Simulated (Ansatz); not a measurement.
System: ZrS₂, space group P-3m1 (No. 164).

Starting cell:
```xyz
3
Lattice="3.4668 0.0000 0.0000 -1.7334 3.0023 0.0000 0.0000 0.0000 5.2738" Properties=species:S:1:pos:R:3 pbc="T T T"
Zr    0.0000    0.0000    0.0000
S     0.0000    2.0016    1.4937
S     1.7334    1.0008    3.7801
```

Method: elastic stress-strain coefficients at zero temperature from small strains of the given cell, Voigt order xx yy zz yz xz xy, Cartesian axes of the cell vectors; plane waves with PAW datasets, Γ-centred k mesh (Ansatz 0.2.0). Level: PBEsol, no spin polarisation.

- wave cutoff: 420 eV
- k mesh: 12×12×8
- occupations: Gaussian
- smearing width: 0.01 eV
- ions: relaxed
- strain amplitude: 0.005

What does the calculation give for the Young's modulus as a function of direction in the xy, xz and yz planes?

Over all directions E runs from 89 to 170 GPa, a ratio of 1.90. E is 147 GPa along x, 147 GPa along y and 158 GPa along z, and 95 GPa along the body diagonal x + y + z. The Hill averages are K = 96 GPa and G = 52 GPa, Poisson's ratio 0.27; K/G = 1.87.

Stiffness matrix C (GPa), Voigt order:
```json
{"": "xx", "xx": "182.1", "yy": "56.2", "zz": "52.4", "yz": "-16.2", "xz": "0.0", "xy": "0.0"}
{"": "yy", "xx": "56.2", "yy": "182.1", "zz": "52.4", "yz": "16.2", "xz": "0.0", "xy": "0.0"}
{"": "zz", "xx": "52.3", "yy": "52.3", "zz": "180.6", "yz": "0.0", "xz": "0.0", "xy": "0.0"}
{"": "yz", "xx": "-15.5", "yy": "15.5", "zz": "0.0", "yz": "41.5", "xz": "0.0", "xy": "0.0"}
{"": "xz", "xx": "0.0", "yy": "0.0", "zz": "0.0", "yz": "0.0", "xz": "41.5", "xy": "-15.5"}
{"": "xy", "xx": "0.0", "yy": "0.0", "zz": "0.0", "yz": "0.0", "xz": "-16.2", "xy": "63.0"}
```

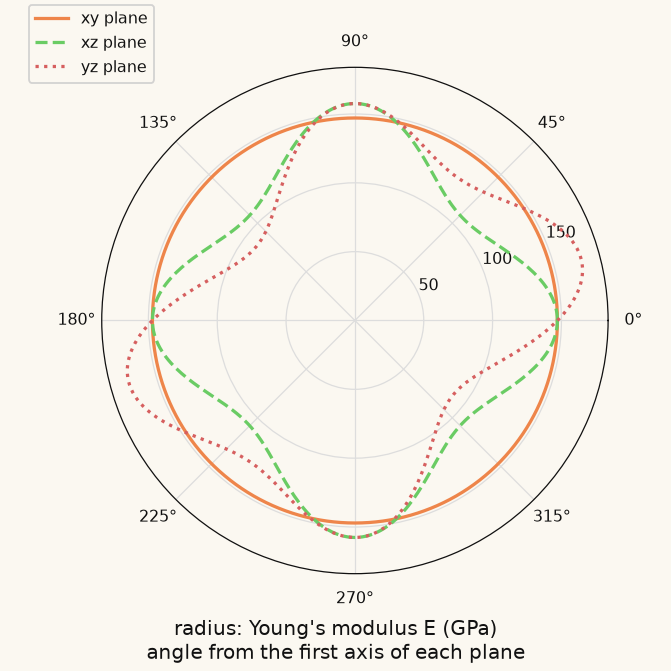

Limits of the calculation: metal sensitive to the k mesh; narrow smearing for a metal.
